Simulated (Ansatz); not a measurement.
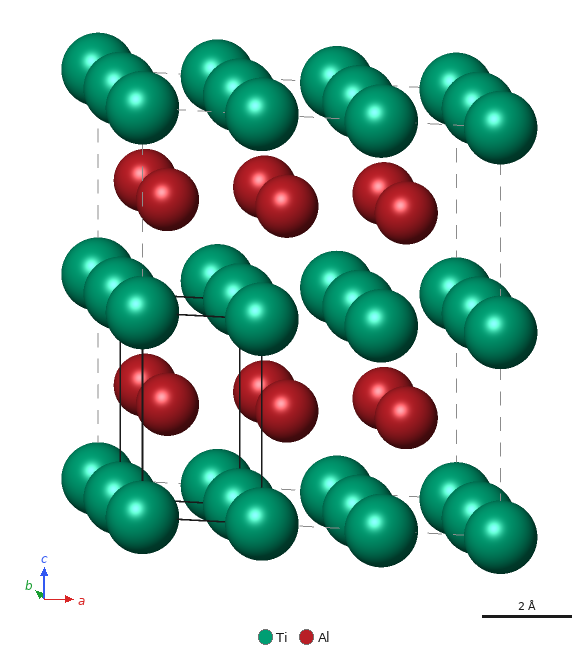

The image is a spheres-only drawing of a crystal, viewed slightly off an axis. Solid lines give the conventional unit cell, repeated here 3×2×2 times. Cell: a = 2.867 Å, b = 2.867 Å, c = 4.678 Å, α = 90.00°, β = 90.00°, γ = 120.00°.

State composition, symmetry and coordination.

Chemical formula TiAl. It belongs to space group P-6m2 (No. 187) and has a primitive hexagonal lattice. The cell has 2 atoms, namely 1 Ti, 1 Al. Ti is coordinated by six Ti and six Al in an anticuboctahedral arrangement (about 2.9 Å to Ti, 2.9 Å to Al). Al is linked to six Ti and six Al in an anticuboctahedral arrangement (about 2.9 Å to Ti, 2.9 Å to Al).

Starting structure: a structure listed in the Materials Project. Earlier steps of the study may have refined or changed the cell and positions. A calculation with Ansatz used it as input.
